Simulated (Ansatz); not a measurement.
Ta$_{27}$N$_{26}$: geometry relaxation (part 3 of 3)

The same run, continued: Ta$_{27}$N$_{26}$ (defect cell, 53 atoms in the cell); DFT PBE, scalar-relativistic, plane waves, PAW, spin-polarised (Ansatz 0.2.0); cutoff 420 eV, 3×3×2 k-mesh, Gaussian smearing of 0.05 eV, collinear spins. The structure derives from an entry of the Crystallography Open Database.

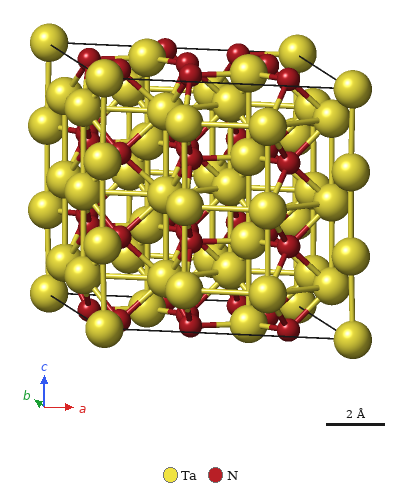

The geometry at step 4 of the log (ball-and-stick view of the cell of the calculation, seen slightly off an axis).

## What the program printed, continued
```
  atom  48  N      0.00056632    -0.00321764    -0.00038972
  atom  49  N     -0.00354798     0.00075156    -0.00020024
  atom  50  N     -0.00258953     0.00172243     0.00012218
  atom  51  N     -0.00153074     0.00434593     0.00080289
  atom  52  N      0.00019366     0.00172099     0.00279145
  atom  53  N      0.00199651     0.00162231    -0.00221082
  max |Σ_I F_I| component: 8.74e-5 eV/Å
--- Relaxed structure (4 steps of the walk, 4 accepted, 0 SCFs on fresh bases) ---
  F+E_penalty+E_count = -278214.54641896 eV   max|allowed force component| = 1.615e-2 eV/Å
  atoms:
    - { symbol: Ta, position: [0.3323793037423494, 0.33268438880374024, 0.16609387932101097] }
    - { symbol: Ta, position: [0.33271504508222766, 0.3339081421940981, 0.49981124798605964] }
    - { symbol: Ta, position: [0.33237387656412676, 0.3326741527953604, 0.8335214230251943] }
    - { symbol: Ta, position: [0.6676544488054735, 0.0006321357180166798, 0.1658452590086512] }
    - { symbol: Ta, position: [0.6678191895344114, 0.00017845604258576175, 0.49980687402112295] }
    - { symbol: Ta, position: [0.6676509521739264, 0.0006217279436584455, 0.8337631271360715] }
    - { symbol: Ta, position: [-7.303017393295308e-5, 0.6684671513972809, 0.16720754403245938] }
    - { symbol: Ta, position: [0.0002815770867459766, 0.6661070481844555, 0.499797575173148] }
    - { symbol: Ta, position: [-0.0001234114401628683, 0.6684139638241264, 0.8323628948514795] }
    - { symbol: Ta, position: [0.3317885015149342, 1.0002933404368088, 0.16727169300420458] }
    - { symbol: Ta, position: [0.3340727004328006, 0.9998942732367051, 0.4998123599408] }
    - { symbol: Ta, position: [0.33175502261620365, 1.0002594353631644, 0.8323804166200429] }
    - { symbol: Ta, position: [0.6674937055760555, 0.6677990901051309, 0.1660847456471219] }
    - { symbol: Ta, position: [0.6662720911418579, 0.6674653029416332, 0.499795425631947] }
    - { symbol: Ta, position: [0.6674807303254959, 0.6677921528140369, 0.8335088752160258] }
    - { symbol: Ta, position: [-0.0004321344734655175, 0.3325677620059497, 0.16584742095633376] }
    - { symbol: Ta, position: [1.152885865945974e-5, 0.3323811351871634, 0.4998048838456679] }
    - { symbol: Ta, position: [-0.0004263665821899465, 0.33256403800331813, 0.8337584627770371] }
    - { symbol: Ta, position: [0.008415926473797632, -0.008272547313338917, -0.00019638718838123673] }
    - { symbol: Ta, position: [0.0020304562367122947, -0.001824470056117859, 0.33175086901708867] }
    - { symbol: Ta, position: [0.0020253983902198507, -0.0018427060520548016, 0.6678654528369086] }
    - { symbol: Ta, position: [0.3308611242524672, 0.6693239977218102, -0.00019984890595014292] }
    - { symbol: Ta, position: [0.33248780652738263, 0.6676990670830194, 0.3324867894512834] }
    - { symbol: Ta, position: [0.3324885326131768, 0.6677011776982393, 0.6671176806475431] }
    - { symbol: Ta, position: [0.6654168995919392, 0.33473084341454756, -0.00018754700174485427] }
    - { symbol: Ta, position: [0.6660167210923659, 0.3341677946397613, 0.3329432048096484] }
    - { symbol: Ta, position: [0.6660174453562823, 0.3341611853645833, 0.666664785627377] }
    - { symbol: N, position: [0.13300624710517284, 0.8671948223371401, 0.3372986347619106] }
    - { symbol: N, position: [0.1330022923847825, 0.8671737320379502, 0.662309860742443] }
    - { symbol: N, position: [0.46360922380432334, 0.5365493546759871, -0.0001965584133330259] }
    - { symbol: N, position: [0.4635176998744311, 0.5366743264556023, 0.332727387769912] }
    - { symbol: N, position: [0.4635164297749246, 0.5366662746466204, 0.6668885261966164] }
    - { symbol: N, position: [0.7965218431928317, 0.20368295565920913, -0.00019430828613057228] }
    - { symbol: N, position: [0.7973883621731681, 0.2028241931537192, 0.33306168842640976] }
    - { symbol: N, position: [0.7973886787654227, 0.20281056184053597, 0.6665461501239742] }
    - { symbol: N, position: [0.40136519861323766, 0.19999498712893177, -0.00018689034069850703] }
    - { symbol: N, position: [0.404351420971497, 0.20308627651336994, 0.3339678700115069] }
    - { symbol: N, position: [0.4043502509108593, 0.2030660434300877, 0.6656679278117886] }
    - { symbol: N, position: [0.7439971640284463, 0.8729297685205682, -0.00019232790462393287] }
    - { symbol: N, position: [0.7395413719151955, 0.8698063157716853, 0.3327413925876582] }
    - { symbol: N, position: [0.7395314589412979, 0.8698028180733824, 0.6668661528484493] }
    - { symbol: N, position: [0.06870903045498367, 0.5373933786037257, -0.0002016680546531948] }
    - { symbol: N, position: [0.07045833833150114, 0.5342507810166085, 0.3332876396044915] }
    - { symbol: N, position: [0.0704661662999333, 0.5342372854370739, 0.666304700980959] }
    - { symbol: N, position: [0.1272616379101483, 0.25619682243226105, -0.00019336009945935035] }
    - { symbol: N, position: [0.13038019892434438, 0.2606591258852704, 0.33273086746665576] }
    - { symbol: N, position: [0.13037770875544577, 0.26064757552147144, 0.6668775698556151] }
    - { symbol: N, position: [0.4628117149946418, 0.9314703749772424, -0.00018584627063143543] }
    - { symbol: N, position: [0.4659666608885655, 0.9297370688990338, 0.333301767665963] }
    - { symbol: N, position: [0.4659504147036856, 0.929735065284835, 0.6663210434757099] }
    - { symbol: N, position: [0.8001319705520635, 0.598763451862034, -0.00020654234714880752] }
    - { symbol: N, position: [0.7971266933490108, 0.5958392115655392, 0.3339169354789879] }
    - { symbol: N, position: [0.7971036011602279, 0.5958347903724359, 0.6656612163194768] }
--- Löwdin populations: 53 sites ---
  site symbol       q [e]    m [muB]
     0     Ta     12.1379     0.0000
     1     Ta     12.1386     0.0000
     2     Ta     12.1379     0.0000
     3     Ta     12.1430     0.0000
     4     Ta     12.1371     0.0000
     5     Ta     12.1430     0.0000
     6     Ta     12.2973     0.0001
     7     Ta     12.1269     0.0000
     8     Ta     12.2974     0.0001
     9     Ta     12.2973     0.0001
    10     Ta     12.1269     0.0000
    11     Ta     12.2972     0.0001
    12     Ta     12.1379     0.0000
    13     Ta     12.1386     0.0000
    14     Ta     12.1379     0.0000
    15     Ta     12.1429     0.0000
    16     Ta     12.1372     0.0000
    17     Ta     12.1429     0.0000
    18     Ta     12.5006     0.0001
    19     Ta     12.3899    -0.0000
    20     Ta     12.3900    -0.0000
    21     Ta     12.4053     0.0000
    22     Ta     12.3758     0.0000
    23     Ta     12.3758     0.0000
    24     Ta     12.3869     0.0000
    25     Ta     12.3809     0.0000
    26     Ta     12.3809     0.0000
    27      N      5.6702    -0.0000
    28      N      5.6702    -0.0000
    29      N      5.6973     0.0000
    30      N      5.6884     0.0000
    31      N      5.6884     0.0000
    32      N      5.6832     0.0000
    33      N      5.6841     0.0000
    34      N      5.6842     0.0000
    35      N      5.6739     0.0000
    36      N      5.6819     0.0000
    37      N      5.6819     0.0000
    38      N      5.6785     0.0000
    39      N      5.6839     0.0000
    40      N      5.6838     0.0000
    41      N      5.6757     0.0000
    42      N      5.6856     0.0000
    43      N      5.6855     0.0000
    44      N      5.6786     0.0000
    45      N      5.6838     0.0000
    46      N      5.6838     0.0000
    47      N      5.6757     0.0000
    48      N      5.6855     0.0000
    49      N      5.6855     0.0000
    50      N      5.6739     0.0000
    51      N      5.6819     0.0000
    52      N      5.6819     0.0000
  spilling = 0.005340 (of n_electrons = 481.000000)
settings of this run that can trade accuracy for cost: output.eigenvalues: false. Do not mix this run's numbers with those of runs without the same settings; the input reference describes each key
```

## Trajectory as extended XYZ (Å, eV, eV/Å), 2 of the 4 frames kept, from step=1 to step=4
```
53
Lattice="7.7940 4.4999 0.0000 -7.7940 4.4999 0.0000 0.0000 0.0000 8.7330" Properties=species:S:1:pos:R:3:forces:R:3 step=1 energy=-278214.06447
Ta    0.0000    2.9999    1.4555   -0.0147   0.0170   0.1148
Ta    0.0000    2.9999    4.3665    0.0128  -0.0102  -0.0042
Ta    0.0000    2.9999    7.2775    0.1521  -0.0912   0.0407
Ta    5.1960    2.9999    1.4555    0.0091  -0.0066  -0.2231
Ta    5.1960    2.9999    4.3665   -0.0101  -0.1176  -0.0237
Ta    5.1960    2.9999    7.2775    0.3026   0.0974   0.0772
Ta   -5.2036    2.9854    1.4576   -0.0676   0.5723  -0.1289
Ta   -5.1960    2.9999    4.3665   -0.2133   0.3907  -0.3009
Ta   -5.2027    2.9688    7.2717    0.3536   0.8483  -0.0181
Ta   -5.2022    6.0111    1.4188   -0.2230  -0.2026   0.7568
Ta   -5.1960    5.9998    4.3665   -0.2466  -0.2668  -0.0432
Ta   -5.1550    6.0302    7.2657   -1.4762  -0.7537  -0.1244
Ta    0.0000    5.9998    1.4555    0.3679   0.0944  -0.2901
Ta    0.0000    5.9998    4.3665    0.0115  -0.0181   0.0080
Ta    0.0000    5.9998    7.2775    0.1331   0.0304   0.0172
Ta   -2.5980    1.5000    1.4555    0.1268  -0.0394  -0.0562
Ta   -2.5980    1.5000    4.3665    0.0090   0.1360   0.0067
Ta   -2.5980    1.5000    7.2775    0.1290  -0.0020   0.1466
Ta    0.0060    0.0123    0.0000    1.0278  -0.3612   0.0031
Ta    0.0000    0.0000    2.9110    0.1040   0.1962  -0.4638
Ta    0.0000    0.0000    5.8220    0.1514  -0.1100   0.4402
Ta   -2.6268    4.5366    0.0282    0.1470  -1.4334  -0.5113
Ta   -2.5980    4.4999    2.9110   -0.2127   0.1201  -0.0071
Ta   -2.5980    4.4999    5.8220   -0.1396  -0.0332   0.1309
Ta    2.5980    4.4999    0.0000    0.0761  -0.2341  -0.0164
Ta    2.5980    4.4999    2.9110   -0.1577  -0.0162  -0.0249
Ta    2.5980    4.4999    5.8220   -0.1290  -0.0433  -0.0516
N    -5.7744    4.5784    2.8893    0.6603  -1.3931   0.6090
N    -5.7723    4.4465    5.8245    0.7260   1.0480  -0.3892
N    -0.5568    4.4999    0.0000   -0.0718   0.1721   0.0525
N    -0.5568    4.4999    2.9110    0.0013   0.0237   0.0221
N    -0.5568    4.4999    5.8220   -0.0382   0.0217   0.0092
N     4.6393    4.4999    0.0000   -0.0475  -0.0976   0.0291
N     4.6393    4.4999    2.9110    0.0406  -0.0075   0.0150
N     4.6393    4.4999    5.8220    0.0342   0.0058  -0.0285
N     1.5541    2.7378    0.0186    0.4096  -0.3711  -0.5239
N     1.5774    2.7321    2.9110   -0.0117   0.1754   0.0207
N     1.5774    2.7321    5.8220   -0.0278   0.0266  -0.1411
N    -1.0206    7.2320    0.0000   -0.0184   0.3036   0.0329
N    -1.0206    7.2320    2.9110   -0.0207  -0.1261   0.0228
N    -1.0206    7.2320    5.8220   -0.0642  -0.0418  -0.0533
N    -3.6120    2.7163    0.0096   -0.4574   0.4827  -0.1001
N    -3.6186    2.7321    2.9110   -0.0510  -0.0790   0.1213
N    -3.6186    2.7321    5.8220    0.0917  -0.1735  -0.1375
N    -1.0206    1.7678    0.0000   -0.1580  -0.1356  -0.0091
N    -1.0206    1.7678    2.9110   -0.0609   0.0397   0.0609
N    -1.0206    1.7678    5.8220   -0.0288   0.1082  -0.0476
N    -3.6455    6.2464   -0.0238    0.0142   1.0607   0.4213
N    -3.6186    6.2676    2.9110    0.0115   0.1380   0.0419
N    -3.6186    6.2676    5.8220    0.2143   0.1125  -0.2907
N     1.6381    6.2730   -0.0516   -1.2188   0.1139   0.8953
N     1.5774    6.2676    2.9110   -0.0516   0.0444   0.1257
N     1.5774    6.2676    5.8220   -0.0999  -0.2151  -0.2128
53
Lattice="7.7940 4.4999 0.0000 -7.7940 4.4999 0.0000 0.0000 0.0000 8.7330" Properties=species:S:1:pos:R:3:forces:R:3 step=4 energy=-278214.54642
Ta   -0.0024    2.9927    1.4505   -0.0011   0.0011  -0.0024
Ta   -0.0093    2.9997    4.3649   -0.0007   0.0025  -0.0002
Ta   -0.0023    2.9926    7.2791   -0.0008   0.0016   0.0029
Ta    5.1988    3.0072    1.4483   -0.0011  -0.0011   0.0007
Ta    5.2036    3.0059    4.3648   -0.0035   0.0001  -0.0005
Ta    5.1988    3.0071    7.2813   -0.0027  -0.0006   0.0006
Ta   -5.2106    3.0077    1.4602   -0.0004  -0.0005   0.0051
Ta   -5.1894    2.9987    4.3647   -0.0002  -0.0011  -0.0004
Ta   -5.2106    3.0072    7.2690    0.0006   0.0027  -0.0038
Ta   -5.2103    5.9942    1.4608   -0.0006  -0.0020  -0.0007
Ta   -5.1894    6.0027    4.3649    0.0001   0.0024   0.0001
Ta   -5.2103    5.9939    7.2692   -0.0009  -0.0013  -0.0020
Ta   -0.0024    6.0086    1.4504   -0.0010  -0.0013  -0.0023
Ta   -0.0093    6.0016    4.3647    0.0005  -0.0020   0.0007
Ta   -0.0024    6.0086    7.2790   -0.0006  -0.0006   0.0038
Ta   -2.5954    1.4946    1.4483   -0.0001   0.0003  -0.0010
Ta   -2.5905    1.4957    4.3648   -0.0025   0.0001  -0.0007
Ta   -2.5953    1.4946    7.2812   -0.0003  -0.0011   0.0012
Ta    0.1301    0.0006   -0.0017    0.0022   0.0033   0.0003
Ta    0.0300    0.0009    2.8972    0.0030  -0.0013   0.0155
Ta    0.0301    0.0008    5.8325    0.0019  -0.0002  -0.0162
Ta   -2.6380    4.5007   -0.0017    0.0037   0.0001   0.0006
Ta   -2.6126    4.5007    2.9036    0.0009   0.0008  -0.0008
Ta   -2.6126    4.5007    5.8259    0.0023   0.0006   0.0013
Ta    2.5774    4.5005   -0.0016   -0.0014   0.0001  -0.0013
Ta    2.5864    4.5007    2.9076    0.0011   0.0011   0.0007
Ta    2.5865    4.5007    5.8220    0.0008   0.0006  -0.0003
N    -5.7223    4.5008    2.9456    0.0032   0.0003  -0.0062
N    -5.7221    4.5007    5.7840    0.0017  -0.0003   0.0072
N    -0.5685    4.5006   -0.0017   -0.0036   0.0012  -0.0001
N    -0.5702    4.5007    2.9057    0.0015  -0.0006  -0.0008
N    -0.5701    4.5007    5.8239    0.0002  -0.0008  -0.0008
N     4.6206    4.5008   -0.0017    0.0020  -0.0004  -0.0004
N     4.6340    4.5008    2.9086    0.0017  -0.0012   0.0014
N     4.6341    4.5008    5.8209    0.0003  -0.0005  -0.0009
N     1.5695    2.7060   -0.0016   -0.0009  -0.0017  -0.0003
N     1.5687    2.7334    2.9165    0.0020  -0.0033   0.0006
N     1.5688    2.7333    5.8133    0.0010  -0.0031  -0.0009
N    -1.0049    7.2760   -0.0017    0.0002  -0.0038  -0.0007
N    -1.0153    7.2419    2.9058    0.0003  -0.0008  -0.0023
N    -1.0153    7.2418    5.8237    0.0014  -0.0009   0.0018
N    -3.6529    2.7274   -0.0018    0.0012   0.0039  -0.0003
N    -3.6148    2.7211    2.9106   -0.0032  -0.0012  -0.0005
N    -3.6146    2.7211    5.8188   -0.0048  -0.0021   0.0010
N    -1.0049    1.7255   -0.0017    0.0002   0.0009  -0.0001
N    -1.0154    1.7596    2.9057    0.0005   0.0017  -0.0006
N    -1.0153    1.7596    5.8238    0.0007   0.0013   0.0010
N    -3.6527    6.2741   -0.0016    0.0006  -0.0032  -0.0004
N    -3.6146    6.2805    2.9107   -0.0035   0.0008  -0.0002
N    -3.6147    6.2804    5.8190   -0.0026   0.0017   0.0001
N     1.5695    6.2948   -0.0018   -0.0015   0.0043   0.0008
N     1.5688    6.2682    2.9161    0.0002   0.0017   0.0028
N     1.5687    6.2680    5.8132    0.0020   0.0016  -0.0022
```

## Results in brief

```csv
quantity,value
outcome,converged
electrons treated,481
free energy,−278214.5464 eV
Fermi energy,19.442 eV
net moment of the cell,0.00 μB
integrated absolute moment,0.00 μB
final volume,612.57 Å³
largest force (length of the vector) at the end,0.016 eV/Å
hardware,"8 threads of Arm Neoverse V2, 24 GiB of memory available, shared host"
wall time,6 min (CPU time 46 min)
peak memory,7.2 GiB
```

## Remarks

The program warns: some starting moments were not kept. Spin–orbit coupling is left out, which matters for Ta.
